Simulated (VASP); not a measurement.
System: diamond-type Si, space group Fd-3m (No. 227), 2 atoms in the primitive cell; cubic a = 5.427 Å. Starting point: PBEsol, VASP PAW PBE potentials, release 64 (Si_GW), no spin polarisation, no spin-orbit coupling, 4×4×4 k mesh, 450 eV cutoff, Gaussian smearing of 0.01 eV (VASP). Many-body step: G0W0 with cutoff of the response function 80 eV, empty bands 44, GW iterations 1 and frequency points 50.

In PBEsol the smallest gap over these k points is 0.56 eV, with direct gaps of 2.50 eV at Γ, 2.67 eV at L and 3.46 eV at X.

Question: What does G0W0 give?

Answer: Over the k points that were corrected, the smallest gap goes from 0.56 eV in PBEsol (Γ to X) to 1.00 eV in G0W0 (Γ to X), a change of +0.44 eV (+77 %). Counted from the valence top, the lowest empty level moves by +0.57 eV at Γ, +0.57 eV at L and +0.44 eV at X; over the 8 points that were corrected the shifts run from +0.44 to +0.57 eV: a spread of 0.13 eV on a mean of 0.52 eV, so one scissor shift describes this level only roughly. The top filled level also moves against the valence top, by −0.14 eV at W. Down to 7.8 eV under the top, the filled levels keep their depth under the top to within 0.14 eV.

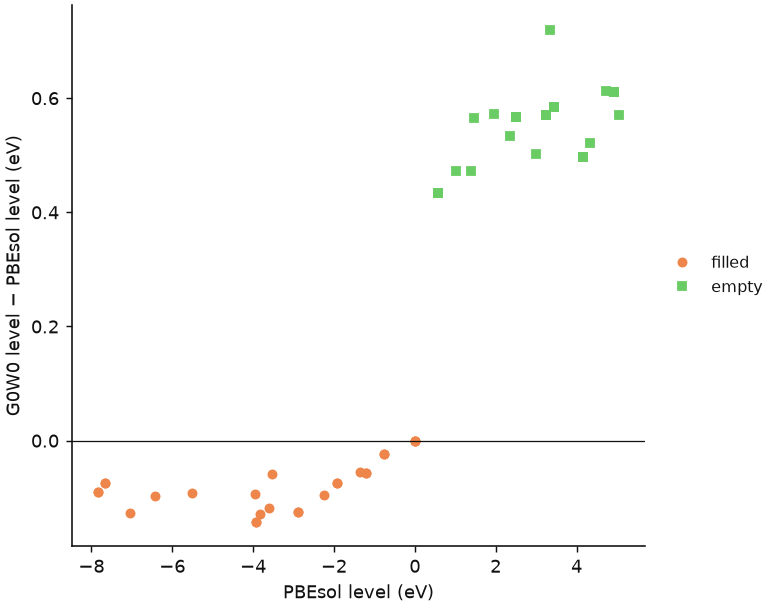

Change of each level from PBEsol to G0W0 against its PBEsol energy, both sets counted from their own valence top. Levels over 8 eV under the top or 5 eV above the conduction bottom aren't drawn.

| k point | PBEsol direct gap (eV) | G0W0 direct gap (eV) |
| --- | --- | --- |
| Γ | 2.50 | 3.07 |
| L | 2.67 | 3.29 |
| X | 3.46 | 4.01 |

The k mesh is coarse (spacing up to 0.50 Å⁻¹), so the values aren't converged. Bands, screening cutoff and mesh are small and nothing is extrapolated, so the quasiparticle values aren't converged. The PAW data sets were made with another functional.
